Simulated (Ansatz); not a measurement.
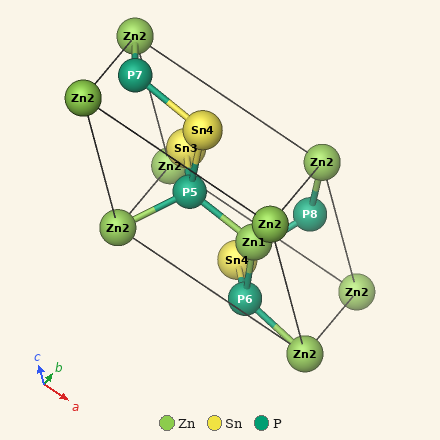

The system is ZnSnP₂ (I-42d, No. 122; 8 atoms in the cell); the picture shows the reference structure. The energy is mapped over the lattice constants a and c of the conventional cell. First axis: lattice constant a (and b). Second axis: lattice constant c. Nothing is relaxed (fractional coordinates fixed). The scan uses a 5 × 5 grid. Points are written as (first, second). All energies are given in meV/atom relative to the lowest grid point. Method: DFT PBEsol, scalar-relativistic, plane waves, PAW (Ansatz). Settings: cutoff 520 eV, k-mesh 8×8×8, gaussian smearing 0.05 eV, no spin polarisation.

Its coordinates:

```yaml
crystal:
  lattice:
    - [-2.81058, 2.81058, 5.64075]
    - [2.81058, -2.81058, 5.64075]
    - [2.81058, 2.81058, -5.64075]
  atoms:
    - { symbol: Zn, position: [0.75000, 0.25000, 0.50000] }
    - { symbol: Zn, position: [0.00000, 0.00000, 0.00000] }
    - { symbol: Sn, position: [0.25000, 0.75000, 0.50000] }
    - { symbol: Sn, position: [0.50000, 0.50000, 0.00000] }
    - { symbol: P, position: [0.37500, 0.35049, 0.47549] }
    - { symbol: P, position: [0.64951, 0.12500, 0.02451] }
    - { symbol: P, position: [0.10049, 0.62500, 0.97549] }
    - { symbol: P, position: [0.87500, 0.89951, 0.52451] }
```

The input of one point:

```yaml
crystal:
  lattice:
    - [-2.8105826831, 2.8105826831, 5.640746096]
    - [2.8105826831, -2.8105826831, 5.640746096]
    - [2.8105826831, 2.8105826831, -5.640746096]
  atoms:
    - { symbol: Zn, position: [0.75, 0.25, 0.5] }
    - { symbol: Zn, position: [0.0, 0.0, 0.0] }
    - { symbol: Sn, position: [0.25, 0.75, 0.5] }
    - { symbol: Sn, position: [0.5, 0.5, 0.0] }
    - { symbol: P, position: [0.375, 0.3504879709, 0.4754879709] }
    - { symbol: P, position: [0.6495120291, 0.125, 0.0245120291] }
    - { symbol: P, position: [0.1004879709, 0.625, 0.9754879709] }
    - { symbol: P, position: [0.875, 0.8995120291, 0.5245120291] }
basis:
  ecutwfc: 520.0
kpoints:
  mp_grid: { grid: [8, 8, 8] }
hamiltonian:
  xc: pbesol
scf:
  occupations: { method: gaussian, width: 0.05 }
output:
  forces: true
  stress: true
  eigenvalues: true
```

Range: lattice constant a (and b) from 5.340 to 5.902 Å; lattice constant c from 10.717 to 11.846 Å.

**What landscape does the calculation give?**

The lowest grid point is at (5.621 Å, 11.281 Å). No other kind of well shows on this grid. The highest grid point, (5.340 Å, 10.717 Å), lies 140 meV/atom above the lowest. Round the minimum the valley is strongly tilted: raising lattice constant a (and b) shifts the best value of lattice constant c downwards (coupling k₁₂/√(k₁₁k₂₂) about 0.6).

```csv
"lattice constant c ↓, lattice constant a (and b) →",5.340,5.481,5.621,5.762,5.902
11.846,44,16,19,47,98
11.563,49,10,5,27,72
11.281,67,16,0,14,52
10.999,97,32,5,9,40
10.717,140,60,20,14,35
```

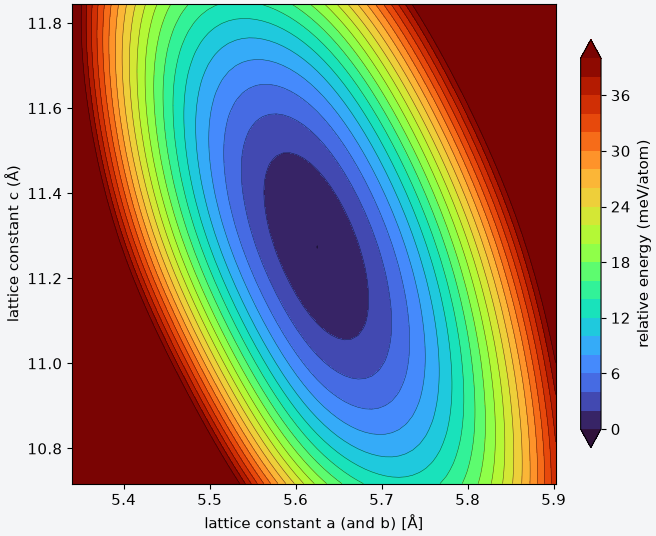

Drawn: filled contours, one colour for all values above the top of the scale. Between grid points the surface is interpolated.

The whole map (25 points run) took 8.7 min on 2 threads of Intel(R) Xeon(R) 6975P-C (Granite Rapids), on a shared host.
